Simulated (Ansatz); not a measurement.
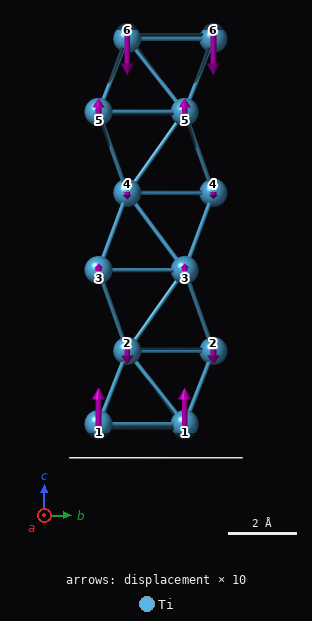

A (0 0 1) slab of Ti as cut from the relaxed bulk, drawn pale, and a changed version of it, drawn solid. The purple arrows show how the atoms are displaced, magnified 10 times. A ball-and-stick model of the 2 × 2 repeat of the cell, outlined in the plane, without the vacuum, seen along the a axis.

Theory: Ansatz, DFT PBE, scalar-relativistic, plane waves, PAW. Set-up: plane-wave cutoff 420 eV; occupations gaussian; smearing width 0.1 eV; no spin polarisation. The k-mesh is chosen for each cell (12×12×8, 12×12×1).

What was done to the structure, and with what result?

The atoms of the slab are relaxed at the bulk's in-plane cell. The surface energy (mean of the two faces) falls from 2.10 to 1.98 J/m². The top spacing, between the Ti and Ti planes, goes from 2.32 to 2.16 Å (−7.1 %), the bottom one (Ti to Ti) from 2.32 to 2.16 Å (−7.1 %). The work function of the top face goes from 4.46 to 4.40 eV. The cell doesn't change. The largest moves relative to the layer's centre, 0.12 Å, are those of Ti1 and Ti6. Ti1 goes along the normal (+c). Near-neighbour distances before and after: Ti–Ti 2.878 → 2.747 to 2.932 Å.
